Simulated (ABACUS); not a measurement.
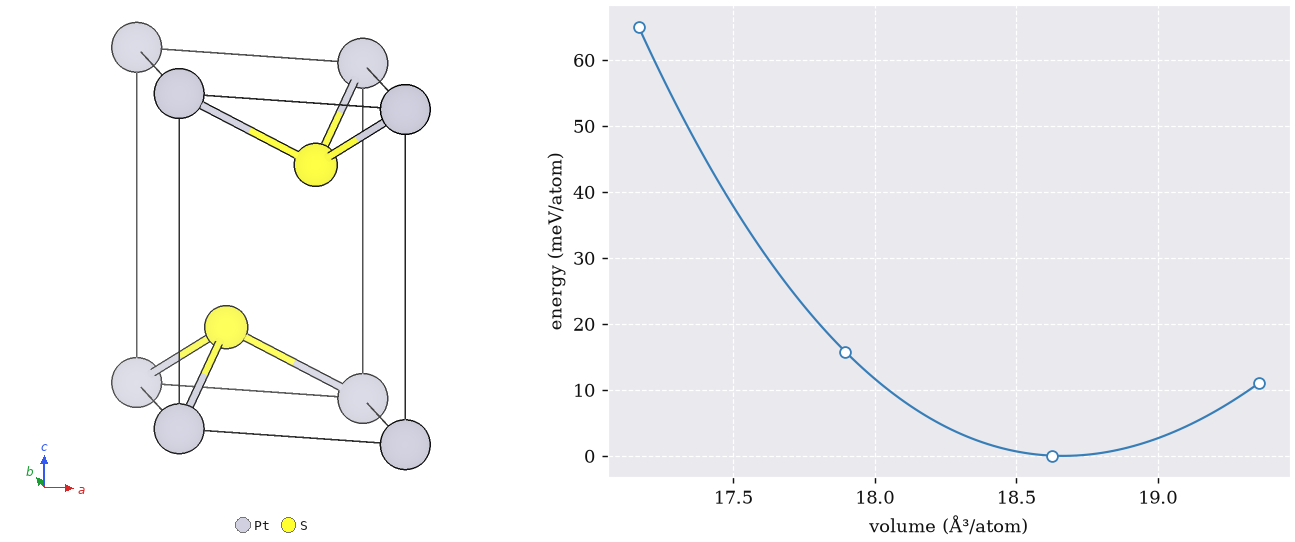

Plotted: energy against volume for PtS₂, space group P-3m1 (No. 164). The conventional cell is drawn beside the plot.

Starting cell:
```
Pt S
1.0
     3.54320    0.00000    0.00000
    -1.77160    3.06850    0.00000
     0.00000    0.00000    5.03880
Pt S
1 2
Direct
  0.00000 0.00000 0.00000
  0.66667 0.33333 0.77300
  0.33333 0.66667 0.22700
```

Computed with ABACUS 3.10.1: DFT in plane waves or numerical atomic orbitals with pseudopotentials, no spin polarisation; energies at scaled volumes of the given cell, shape and fractions fixed, counted from the fit's minimum, third-order Birch-Murnaghan fit. Level: LDA-PW92.

```csv
setting,value
k mesh,7×7×4
occupations,Fermi–Dirac
smearing width,0.05 eV
potentials,PseudoDojo NC SR 0.4.1 LDA standard
wave cutoff,1143 eV
density cutoff,4572 eV
program settings,basis pw
```

From this curve and the settings, what does the calculation give for the pressure at the same points?

The pressure falls from 15.03 GPa at volume 17.17 Å³/atom to −4.93 GPa at 19.36 Å³/atom, and changes sign near 18.67 Å³/atom.

```json
{"volume (Å³/atom)": "17.17", "pressure (GPa)": "15.03"}
{"volume (Å³/atom)": "17.90", "pressure (GPa)": "6.83"}
{"volume (Å³/atom)": "18.63", "pressure (GPa)": "0.30"}
{"volume (Å³/atom)": "19.36", "pressure (GPa)": "-4.93"}
```

Caveats: spin-orbit coupling left out, heavy elements; shape and atomic fractions are frozen while scaling, which makes layered, chain and framework solids too stiff.
